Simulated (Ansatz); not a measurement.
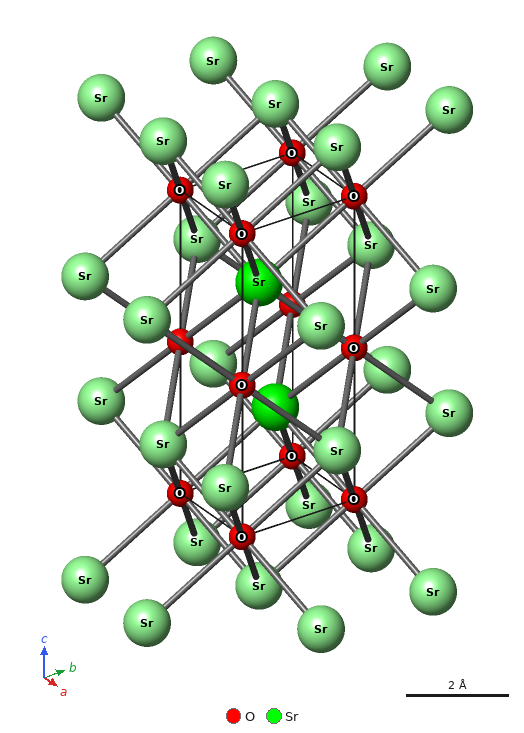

Drawn in the ball-and-stick manner and seen slightly off an axis. The edges of the unit cell are marked. Atoms of adjacent cells appear where they bond to atoms in the box, in fainter colours.

SrO, a = 3.548 Å, b = 3.622 Å, c = 6.208 Å, α = 90.00°, β = 90.00°, γ = 122.07°. Strictly the space group is P2_1/m (No. 11, within 0.01 Å). It is a distorted form of a primitive hexagonal structure, space group P6_3/mmc (No. 194) within 0.45 Å: anti-NiAs type. Starting structure: a structure listed in the Materials Project. The cell was then strained or its atoms displaced on purpose. Ansatz was used for an electronic-structure calculation on it.

This one geometry was computed with Ansatz (DFT, plane waves, PAW) at three levels of theory: HSE06, r2SCAN and PBE. It was relaxed with r2SCAN and then strained.

Question: Which level gives the highest pressure at this volume, and what does that say about its equilibrium volume?

Answer: Highest: PBE (1.9 GPa), which points to the largest equilibrium volume. Lowest, with the smallest volume: HSE06 (-0.3 GPa) and r2SCAN (0.1 GPa). Levels within 0.5 GPa of each other can't be told apart.

Question: How does the band gap change with the level of theory?

Answer: PBE: a gap of 3.08 eV, indirect; r2SCAN: a gap of 3.52 eV, indirect; HSE06: a gap of 4.53 eV, direct.

Question: Collect the results in a table.

Answer:
| level | cutoff (eV) | k-mesh of the run's cell | gap (eV) | pressure (GPa) |
| --- | --- | --- | --- | --- |
| HSE06 | 420 | 6×6×4 | 4.53 | -0.3 |
| r2SCAN | 500 | 12×12×4 | 3.52 | 0.1 |
| PBE | 420 | 12×12×4 | 3.08 | 1.9 |

Gaps are taken on the k-mesh or band path of each run.
